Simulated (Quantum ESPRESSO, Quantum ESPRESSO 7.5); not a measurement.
**1T-HfS2, 1 layer: cutoff convergence**

Wanted: the cheapest sound input for 1T-HfS2, 1 layer, from a series that sets result against time.

Calculated with Quantum ESPRESSO 7.5; plane-wave DFT, PBE, PseudoDojo norm-conserving pseudopotentials.

## Step 1: The structure

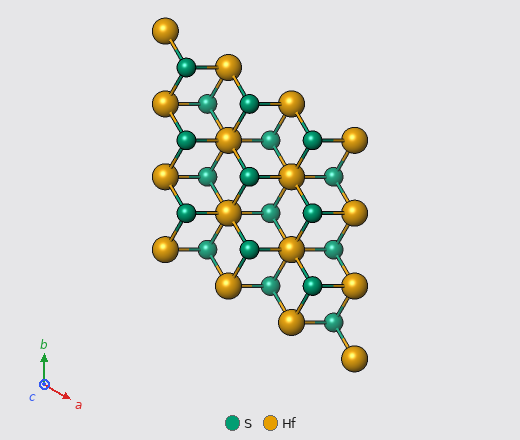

The starting structure, seen from above (sulfur teal, hafnium orange). 3×3×1 cells are drawn. Some periodic images of atoms are drawn too.

The cell holds 3 atoms: 2 S and 1 Hf. Its edges and angles: a = 3.640 Å, b = 3.640 Å, c = 20.212 Å, α = 90.0°, β = 90.0°, γ = 120.0°. It derives from HfS2. Vacuum lies along c.

## Step 2: SCF with pw.x: ecutwfc 75 Ry, ecutrho 300 Ry

The first run is the reference of the series.

The input, c0.in:

```
&control
  prefix = 'c0'
  outdir = './out'
  pseudo_dir = './pseudo'
  calculation = 'scf'
  tprnfor = .true.
/
&system
  ibrav = 0
  nat = 3
  ntyp = 2
  ecutwfc = 75
  ecutrho = 300
  occupations = 'smearing'
  smearing = 'fd'
  degauss = 0.004
  assume_isolated = 'esm'
  esm_bc = 'bc1'
/
&electrons
  conv_thr = 1e-07
  mixing_beta = 0.4
  electron_maxstep = 120
  mixing_mode = 'local-TF'
/
ATOMIC_SPECIES
  S   32.0600  S.dojo-sr-pbe-0.4.1-standard.upf
  Hf  178.4900  Hf.dojo-sr-pbe-0.4.1-standard.upf
CELL_PARAMETERS angstrom
  3.64000000000000 0.00000000000000 0.00000000000000
  -1.82000000000000 3.15233246977536 0.00000000000000
  0.00000000000000 0.00000000000000 20.21215919074174
ATOMIC_POSITIONS crystal
  S   0.666666666667 0.333333333333 -0.079461060059
  Hf  0.000000000000 0.000000000000 0.000000000000
  S   0.333333333333 0.666666666667 0.079461060059
K_POINTS automatic
  6 6 1 0 0 0
```

Command:

```console
$ OMP_NUM_THREADS=1 mpirun -n 4 pw.x -nk 2 -in c0.in > c0.out
```

Log:

```text
Program PWSCF v.7.5 starts
[citation notice left out]

     Parallel version (MPI & OpenMP), running on       4 processor cores
     Number of MPI processes:                 4
     Threads/MPI process:                     1

     MPI processes distributed on     1 nodes
[...]
Current dimensions of program PWSCF are:
     Max number of different atomic species (ntypx) = 10
     Max number of k-points (npk) =  40000
     Max angular momentum in pseudopotentials (lmaxx) =  4
     Message from routine setup:
     using ibrav=0 with symmetry is DISCOURAGED, use correct ibrav instead

     K-points division:     npool     =       2
     R & G space division:  proc/nbgrp/npool/nimage =       2
     Subspace diagonalization in iterative solution of the eigenvalue problem:
     a serial algorithm will be used

     Parallelization info
     --------------------
     sticks:   dense  smooth     PW     G-vecs:    dense   smooth      PW
     Min         483     483    141                68568    68568   10517
     Max         484     484    142                68569    68569   10530
     Sum         967     967    283               137137   137137   21047

     Using Slab Decomposition

     bravais-lattice index     =            0
     lattice parameter (alat)  =       6.8786  a.u.
     unit-cell volume          =    1565.1022 (a.u.)^3
     number of atoms/cell      =            3
     number of atomic types    =            2
     number of electrons       =        24.00
     number of Kohn-Sham states=           16
     kinetic-energy cutoff     =      75.0000  Ry
     charge density cutoff     =     300.0000  Ry
     scf convergence threshold =      1.0E-07
     mixing beta               =       0.4000
     number of iterations used =            8  local-TF  mixing
     Exchange-correlation= PBE
                           (   1   4   3   4   0   0   0)

     Effective Screening Medium Method
     =================================
     Boundary Conditions: Vacuum-Slab-Vacuum
     total charge in unit cell        =   0.0000
     grid points for fit at edges     =        4

     celldm(1)=   6.878603  celldm(2)=   0.000000  celldm(3)=   0.000000
     celldm(4)=   0.000000  celldm(5)=   0.000000  celldm(6)=   0.000000

     crystal axes: (cart. coord. in units of alat)
               a(1) = (   1.000000   0.000000   0.000000 )
               a(2) = (  -0.500000   0.866025   0.000000 )
               a(3) = (   0.000000   0.000000   5.552791 )

     reciprocal axes: (cart. coord. in units 2 pi/alat)
               b(1) = (  1.000000  0.577350 -0.000000 )
               b(2) = (  0.000000  1.154701  0.000000 )
               b(3) = (  0.000000 -0.000000  0.180090 )

     PseudoPot. # 1 for S  read from file:
     ./pseudo/S.dojo-sr-pbe-0.4.1-standard.upf
     Pseudo is Norm-conserving + core correction, Zval =  6.0
     Generated using ONCVPSP code by D. R. Hamann
     Using radial grid of 1146 points,  6 beta functions with:
                l(1) =   0
                l(2) =   0
                l(3) =   1
                l(4) =   1
                l(5) =   2
                l(6) =   2

     PseudoPot. # 2 for Hf read from file:
     ./pseudo/Hf.dojo-sr-pbe-0.4.1-standard.upf
     Pseudo is Norm-conserving + core correction, Zval = 12.0
     Generated using ONCVPSP code by D. R. Hamann
     Using radial grid of 1656 points,  8 beta functions with:
                l(1) =   0
                l(2) =   0
                l(3) =   1
                l(4) =   1
                l(5) =   2
                l(6) =   2
                l(7) =   3
                l(8) =   3

     atomic species   valence    mass     pseudopotential
     S                 6.00    32.06000     S ( 1.00)
     Hf               12.00   178.49000     Hf( 1.00)

     12 Sym. Ops., with inversion, found

   Cartesian axes

     site n.     atom                  positions (alat units)
         1        S      tau(   1) = (   0.5000000   0.2886751  -0.4412307  )
         2        Hf     tau(   2) = (   0.0000000   0.0000000   0.0000000  )
         3        S      tau(   3) = (  -0.0000000   0.5773503   0.4412307  )

     number of k points=     7  Fermi-Dirac smearing, width (Ry)=  0.0040
                       cart. coord. in units 2pi/alat
        k(    1) = (   0.0000000   0.0000000   0.0000000), wk =   0.0555556
        k(    2) = (   0.0000000   0.1924501   0.0000000), wk =   0.3333333
        k(    3) = (   0.0000000   0.3849002   0.0000000), wk =   0.3333333
        k(    4) = (   0.0000000  -0.5773503   0.0000000), wk =   0.1666667
        k(    5) = (   0.1666667   0.2886751   0.0000000), wk =   0.3333333
        k(    6) = (   0.1666667   0.4811252   0.0000000), wk =   0.6666667
        k(    7) = (   0.3333333   0.5773503   0.0000000), wk =   0.1111111

     Dense  grid:   137137 G-vectors     FFT dimensions: (  40,  40, 216)

     Estimated max dynamical RAM per process >      98.09 MB

     Estimated total dynamical RAM >     358.90 MB

     Initial potential from superposition of free atoms

     starting charge      23.9981, renormalised to      24.0000

     negative rho (up, down):  2.403E-05 0.000E+00
     Starting wfcs are   18 randomized atomic wfcs

     total cpu time spent up to now is        1.3 secs

     per-process dynamical memory:    51.9 Mb

     Self-consistent Calculation

     iteration #  1     ecut=    75.00 Ry     beta= 0.40
     Davidson diagonalization with overlap
     ethr =  1.00E-02,  avg # of iterations =  1.7

     negative rho (up, down):  5.939E-04 0.000E+00

     total cpu time spent up to now is        2.9 secs

     total energy              =    -157.15970059 Ry
     estimated scf accuracy    <       0.51049542 Ry

     iteration #  2     ecut=    75.00 Ry     beta= 0.40
[...]
negative rho (up, down):  5.616E-03 0.000E+00

[...]
total energy              =    -157.12138930 Ry
     estimated scf accuracy    <       0.22772147 Ry

     iteration #  3     ecut=    75.00 Ry     beta= 0.40
[...]
negative rho (up, down):  5.988E-03 0.000E+00

[...]
total energy              =    -157.32846530 Ry
     estimated scf accuracy    <       0.13408664 Ry

     iteration #  4     ecut=    75.00 Ry     beta= 0.40
[...]
negative rho (up, down):  7.631E-03 0.000E+00

[...]
total energy              =    -157.34048243 Ry
     estimated scf accuracy    <       0.15653775 Ry

     iteration #  5     ecut=    75.00 Ry     beta= 0.40
[...]
negative rho (up, down):  1.477E-03 0.000E+00

[...]
total energy              =    -157.29251025 Ry
     estimated scf accuracy    <       0.18045669 Ry

     iteration #  6     ecut=    75.00 Ry     beta= 0.40
[...]
negative rho (up, down):  2.255E-03 0.000E+00

[...]
total energy              =    -157.30339618 Ry
     estimated scf accuracy    <       0.04222581 Ry

     iteration #  7     ecut=    75.00 Ry     beta= 0.40
[...]
negative rho (up, down):  1.125E-04 0.000E+00

[...]
total energy              =    -157.30062032 Ry
     estimated scf accuracy    <       0.04294819 Ry

     iteration #  8     ecut=    75.00 Ry     beta= 0.40
[...]
negative rho (up, down):  4.060E-08 0.000E+00

[...]
total energy              =    -157.29902322 Ry
     estimated scf accuracy    <       0.03140276 Ry

     iteration #  9     ecut=    75.00 Ry     beta= 0.40
[...]
negative rho (up, down):  2.301E-04 0.000E+00

[...]
total energy              =    -157.30292064 Ry
     estimated scf accuracy    <       0.02148111 Ry

     iteration # 10     ecut=    75.00 Ry     beta= 0.40
[...]
negative rho (up, down):  3.406E-06 0.000E+00

[...]
total energy              =    -157.30270207 Ry
     estimated scf accuracy    <       0.03268843 Ry

     iteration # 11     ecut=    75.00 Ry     beta= 0.40
[...]
negative rho (up, down):  4.868E-07 0.000E+00

[...]
total energy              =    -157.29717753 Ry
     estimated scf accuracy    <       0.02671711 Ry

     iteration # 12     ecut=    75.00 Ry     beta= 0.40
[...]
negative rho (up, down):  6.556E-05 0.000E+00

[...]
total energy              =    -157.29595458 Ry
     estimated scf accuracy    <       0.00802117 Ry

     iteration # 13     ecut=    75.00 Ry     beta= 0.40
[...]
negative rho (up, down):  9.792E-05 0.000E+00

[...]
total energy              =    -157.30042573 Ry
     estimated scf accuracy    <       0.00158179 Ry

     iteration # 14     ecut=    75.00 Ry     beta= 0.40
[...]
negative rho (up, down):  2.246E-07 0.000E+00

[...]
total energy              =    -157.30143834 Ry
     estimated scf accuracy    <       0.00094035 Ry

[...]
iteration # 21     ecut=    75.00 Ry     beta= 0.40
[...]
negative rho (up, down):  3.032E-06 0.000E+00

[...]
total energy              =    -157.30119827 Ry
     estimated scf accuracy    <       0.00000501 Ry

     iteration # 22     ecut=    75.00 Ry     beta= 0.40
[...]
negative rho (up, down):  4.686E-07 0.000E+00

[...]
total energy              =    -157.30120496 Ry
     estimated scf accuracy    <       0.00000286 Ry

     iteration # 23     ecut=    75.00 Ry     beta= 0.40
[...]
total energy              =    -157.30120536 Ry
     estimated scf accuracy    <       0.00000217 Ry

     iteration # 24     ecut=    75.00 Ry     beta= 0.40
[...]
total energy              =    -157.30120442 Ry
     estimated scf accuracy    <       0.00000076 Ry

     iteration # 25     ecut=    75.00 Ry     beta= 0.40
[...]
negative rho (up, down):  2.314E-07 0.000E+00

[...]
total energy              =    -157.30120146 Ry
     estimated scf accuracy    <       0.00000055 Ry

     iteration # 26     ecut=    75.00 Ry     beta= 0.40
[...]
negative rho (up, down):  2.822E-08 0.000E+00

[...]
total energy              =    -157.30119664 Ry
     estimated scf accuracy    <       0.00000302 Ry

     iteration # 27     ecut=    75.00 Ry     beta= 0.40
[...]
total energy              =    -157.30119329 Ry
     estimated scf accuracy    <       0.00000113 Ry

     iteration # 28     ecut=    75.00 Ry     beta= 0.40
[...]
End of self-consistent calculation

          k = 0.0000 0.0000 0.0000 ( 17265 PWs)   bands (ev):

   -68.7645 -37.2975 -37.2363 -37.2363 -18.8372 -17.8343 -10.4282  -8.3575
    -8.3575  -7.4376  -6.2640  -6.2640  -4.2830  -4.2824  -4.0933  -1.4709

          k = 0.0000 0.1925 0.0000 ( 17251 PWs)   bands (ev):

   -68.7631 -37.2899 -37.2774 -37.2459 -18.5698 -17.8014 -10.0915  -9.0108
    -8.2656  -7.7228  -7.0740  -6.7749  -4.5761  -3.6430  -3.5488  -1.9188

          k = 0.0000 0.3849 0.0000 ( 17162 PWs)   bands (ev):

   -68.7603 -37.3589 -37.2743 -37.2649 -18.0108 -17.6879 -10.1072  -9.3747
    -8.8362  -8.2830  -7.4782  -7.1711  -5.1929  -2.7840  -2.7537  -1.0722

          k = 0.0000-0.5774 0.0000 ( 17102 PWs)   bands (ev):

   -68.7588 -37.3989 -37.2745 -37.2666 -17.8366 -17.4709 -10.7813  -9.3027
    -8.6987  -8.3984  -7.7622  -7.1951  -5.4270  -2.3059  -2.0618  -0.8565

          k = 0.1667 0.2887 0.0000 ( 17187 PWs)   bands (ev):

   -68.7610 -37.3308 -37.2787 -37.2676 -18.1354 -17.7449  -9.7017  -9.3820
    -8.8533  -8.1311  -7.8060  -7.1520  -4.1772  -4.0298  -2.5465  -1.7285

          k = 0.1667 0.4811 0.0000 ( 17128 PWs)   bands (ev):

   -68.7588 -37.3780 -37.2958 -37.2666 -17.7517 -17.5694 -10.3210  -9.4159
    -8.5954  -8.5115  -8.1945  -7.7272  -4.4830  -3.0951  -2.1979  -1.3965

[...]
the Fermi energy is    -5.8573 ev

!    total energy              =    -157.30119278 Ry
     estimated scf accuracy    <       0.00000010 Ry
     smearing contrib. (-TS)   =      -0.00000441 Ry
     internal energy E=F+TS    =    -157.30118836 Ry

     The total energy is F=E-TS. E is the sum of the following terms:
     one-electron contribution =     452.82407309 Ry
     hartree contribution      =    -231.00388949 Ry
     xc contribution           =     -41.04874392 Ry
     ewald contribution        =    -338.07262804 Ry

     convergence has been achieved in  28 iterations

     Forces acting on atoms (cartesian axes, Ry/au):

     atom    1 type  1   force =     0.00000000    0.00000000    0.06645348
     atom    2 type  2   force =     0.00000000    0.00000000    0.00000000
     atom    3 type  1   force =    -0.00000000   -0.00000000   -0.06645348

     Total force =     0.093979     Total SCF correction =     0.000134

[...]
=------------------------------------------------------------------------------=
   JOB DONE.
=------------------------------------------------------------------------------=
[...]
```

Run time: 43 s. Hardware: 4 MPI ranks of Intel Xeon Platinum 8488C (Sapphire Rapids), shared host; peak memory 0.49 GiB.

Read from the output:

| Quantity | Value |
| --- | --- |
| free energy | -2140.1918 eV |
| Fermi energy | -5.857 eV |
| valence top, on the run's zero | -6.264 eV |
| conduction bottom, on the run's zero | -5.427 eV |
| gap by band count | 0.8370 eV |
| vacuum line at the lower end of the cell, over the valence top | 6.264 eV |
| vacuum line at the upper end of the cell, over the valence top | 6.264 eV |

Electrostatic potential energy of an electron; zero at the highest filled level of the SCF mesh. Potential energy, planar mean against z:

```tsv
z (Å)	potential energy, planar mean (eV)
-10	6.26
-9	6.26
-8	6.26
-7	6.26
-6	6.26
-5	6.26
-4	6.25
-3	5.81
-2	-3.39
-1	-4.05
0	-18.2
1	-4.05
2	-3.39
3	5.81
4	6.25
5	6.26
6	6.26
7	6.26
8	6.26
9	6.26
10	6.26
```

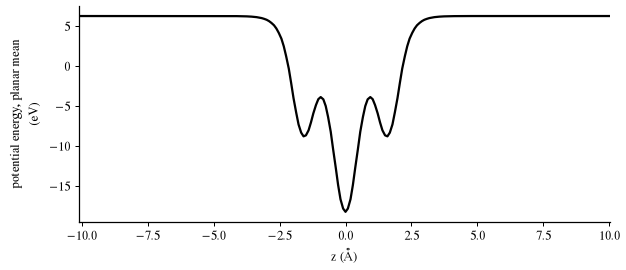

Potential energy, planar mean, plotted against z.

The program's own clock; routines nest. Time by routine:

```tsv
routine	wall time (s)	calls
PWSCF	41.91	1
electrons	40.38	1
c_bands	19.43	28
cegterg	16.35	112
mix_rho	15.55	28
h_psi	14.46	522
fftw	12.23	11262
vloc_psi	12.15	522
ffts	6.24	3349
sum_band	3.45	28
v_of_rho	1.65	29
calbec	1.27	538
h_psi:calbec	1.22	522
init_run	1.21	1
```

The vacuum levels are read from the outermost 0.7 Å of the cell on either side.

The run needed 28 iterations to bring the estimated error under 1e-07 Ry; the largest force on any atom, held or free, is 1.71 eV/Å, so this geometry is far from relaxed and its levels are not those of the real material.

Inside the slab this potential holds the local part of the pseudopotentials, which can be repulsive at the nuclei; only its value in the vacuum has a meaning of its own.

## Step 3: Ground state: ecutwfc 62 Ry, ecutrho 248 Ry

c1.in, as its differences from the input of step 2:

```diff
@@ -1,3 +1,3 @@
 &control
-  prefix = 'c0'
+  prefix = 'c1'
   outdir = './out'
@@ -11,4 +11,4 @@
   ntyp = 2
-  ecutwfc = 75
-  ecutrho = 300
+  ecutwfc = 62
+  ecutrho = 248
   occupations = 'smearing'
```

Command:

```console
$ OMP_NUM_THREADS=1 mpirun -n 4 pw.x -nk 2 -in c1.in > c1.out
```

Log:

```text
[banner, memory and clock lines left out]
Program PWSCF v.7.5 starts
[...]
Message from routine setup:
[...]
number of electrons       =        24.00
     number of Kohn-Sham states=           16
     kinetic-energy cutoff     =      62.0000  Ry
     charge density cutoff     =     248.0000  Ry
[...]
number of k points=     7  Fermi-Dirac smearing, width (Ry)=  0.0040
[...]
Dense  grid:   103139 G-vectors     FFT dimensions: (  36,  36, 192)
[...]
negative rho (up, down):  4.734E-06 0.000E+00
     Starting wfcs are   18 randomized atomic wfcs
[...]
negative rho (up, down):  1.014E-03 0.000E+00
[...]
estimated scf accuracy    <       0.50303904 Ry
[...]
negative rho (up, down):  4.929E-03 0.000E+00
[...]
estimated scf accuracy    <       0.20955978 Ry
[...]
negative rho (up, down):  6.500E-03 0.000E+00
[...]
estimated scf accuracy    <       0.11668314 Ry
[...]
negative rho (up, down):  1.872E-03 0.000E+00
[...]
estimated scf accuracy    <       0.18143508 Ry
[...]
negative rho (up, down):  6.583E-06 0.000E+00
[...]
estimated scf accuracy    <       0.13318915 Ry
[...]
negative rho (up, down):  5.321E-05 0.000E+00
[...]
estimated scf accuracy    <       0.03262701 Ry
[...]
negative rho (up, down):  1.881E-07 0.000E+00
[...]
estimated scf accuracy    <       0.03396184 Ry
[...]
estimated scf accuracy    <       0.01631721 Ry
[...]
negative rho (up, down):  1.147E-08 0.000E+00
[...]
estimated scf accuracy    <       0.01198833 Ry
[...]
estimated scf accuracy    <       0.01650034 Ry
[...]
estimated scf accuracy    <       0.00990246 Ry
[...]
negative rho (up, down):  1.865E-05 0.000E+00
[...]
estimated scf accuracy    <       0.00161747 Ry
[...]
negative rho (up, down):  7.636E-08 0.000E+00
[...]
estimated scf accuracy    <       0.00047768 Ry
[...]
estimated scf accuracy    <       0.00018170 Ry
[...]
negative rho (up, down):  1.078E-07 0.000E+00
[...]
estimated scf accuracy    <       0.00031297 Ry
[...]
negative rho (up, down):  2.928E-04 0.000E+00
[...]
estimated scf accuracy    <       0.00191872 Ry
[...]
negative rho (up, down):  1.420E-04 0.000E+00
[...]
estimated scf accuracy    <       0.00386796 Ry
[...]
negative rho (up, down):  4.927E-05 0.000E+00
[...]
estimated scf accuracy    <       0.00131318 Ry
[...]
negative rho (up, down):  5.255E-06 0.000E+00
[...]
estimated scf accuracy    <       0.00167735 Ry
[...]
negative rho (up, down):  2.217E-06 0.000E+00
[...]
estimated scf accuracy    <       0.00064502 Ry
[...]
negative rho (up, down):  4.532E-05 0.000E+00
[...]
estimated scf accuracy    <       0.00004241 Ry
[...]
negative rho (up, down):  6.103E-07 0.000E+00
[...]
estimated scf accuracy    <       0.00003639 Ry
[...]
estimated scf accuracy    <       0.00004024 Ry
[...]
estimated scf accuracy    <       0.00001159 Ry
[...]
estimated scf accuracy    <       0.00001140 Ry
[...]
negative rho (up, down):  1.718E-06 0.000E+00
[...]
estimated scf accuracy    <       0.00000141 Ry
[...]
negative rho (up, down):  8.521E-07 0.000E+00
[...]
estimated scf accuracy    <       0.00001037 Ry
[...]
negative rho (up, down):  9.158E-07 0.000E+00
[...]
estimated scf accuracy    <       0.00000093 Ry
[...]
the Fermi energy is    -5.8574 ev
!    total energy              =    -157.30114923 Ry
     estimated scf accuracy    <       0.00000003 Ry
     smearing contrib. (-TS)   =      -0.00000440 Ry
     internal energy E=F+TS    =    -157.30114483 Ry
[...]
one-electron contribution =     452.82714329 Ry
     hartree contribution      =    -231.00711646 Ry
     xc contribution           =     -41.04854361 Ry
     ewald contribution        =    -338.07262804 Ry
     convergence has been achieved in  29 iterations
[...]
Total force =     0.093212     Total SCF correction =     0.000405
[...]
```

Wall time 30 s (4 MPI ranks); peak memory 0.41 GiB; 2 min of CPU time.

Numbers from this step:

| Item | Value |
| --- | --- |
| free energy | -2140.1912 eV |
| gap by band count | 0.8373 eV |

The program's own clock; routines nest. Time by routine:

```tsv
routine	wall time (s)	calls
PWSCF	29.57	1
electrons	28.49	1
c_bands	15	29
cegterg	13.02	116
h_psi	11.17	660
mix_rho	10.04	29
vloc_psi	9.18	660
fftw	8.96	12862
ffts	3.89	3329
sum_band	2.13	29
calbec	1.09	676
v_of_rho	1.08	30
h_psi:calbec	1.05	660
add_vuspsi	0.85	660
```

Counted from each run's own zero (the valence top), the vacuum level differs from the first run's by +0 meV.

[end of part 1 of 3]

[Logs are printed without paths, hosts, clocks, repeated set-up lines and the standing remarks that a program may print on its own settings, such as how far it seeks lower states.]

[Hosts, paths, dates, database ids (printed as entryN), source tags and the programs' standing remarks are cut or masked in the printed files.]

[Maps of the electrostatic potential energy from Ansatz leave out the sawtooth potential of an applied field or a dipole correction, so their vacuum need not be flat; planar profiles and work functions include it.]
